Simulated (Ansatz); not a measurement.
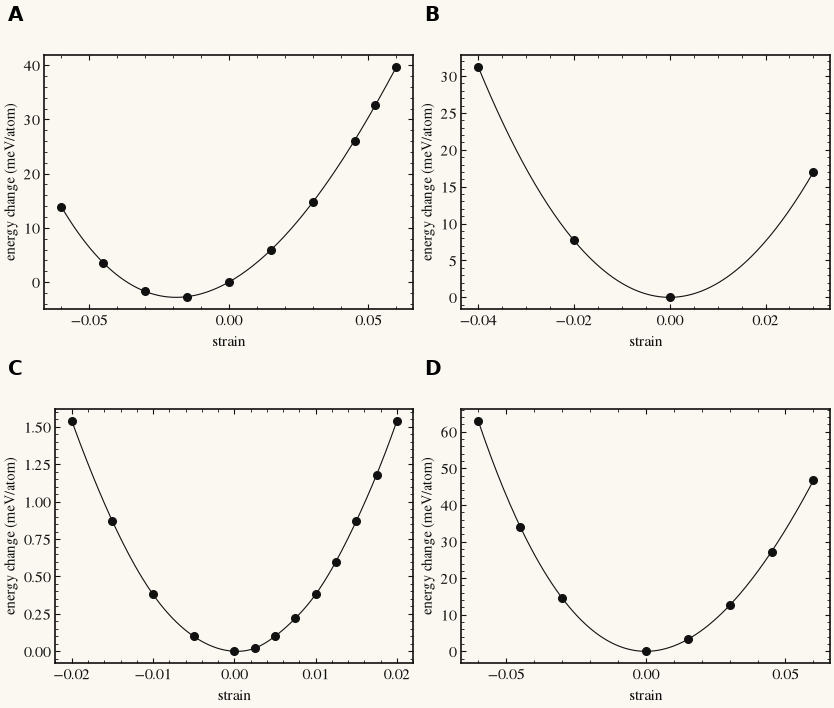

Each panel shows the energy change against strain for one of these solids: Ag, P6_3/mmc (No. 194), 17.8 Å³/atom, strain pattern [0, 1, 0, 0, 0, 0]; GaN, P6_3mc (No. 186), 11.4 Å³/atom, strain pattern [1, 0, 0, 0, 0, 0]; SnO₂, R-3m (No. 166), 13.0 Å³/atom, strain pattern [1, -1, 0, 0, 0, 0]; TiAl, Pm-3m (No. 221), 16.1 Å³/atom, strain pattern [0, 0, 0, 0, 0, 1].

Calculation (Ansatz 0.2.0): homogeneous strain of a crystal along one Voigt pattern with engineering shear, fractional coordinates fixed, by plane-wave density functional theory with PAW datasets, free energies less that of the undisturbed cell, pressure positive in compression; scalar-relativistic. Level: r2SCAN, no spin polarisation.

### Which panel belongs to which solid?

A is Ag (energy change from −2.69 meV/atom to 39.67 meV/atom); B is SnO₂ (energy change from 0.00 meV/atom to 31.25 meV/atom); C is TiAl (energy change from 0.00 meV/atom to 1.54 meV/atom); D is GaN (energy change from 0.00 meV/atom to 62.97 meV/atom).

For Ag, limits of the calculation: reference crystal is not relaxed.

For TiAl, limits of the calculation: reference crystal is not relaxed.
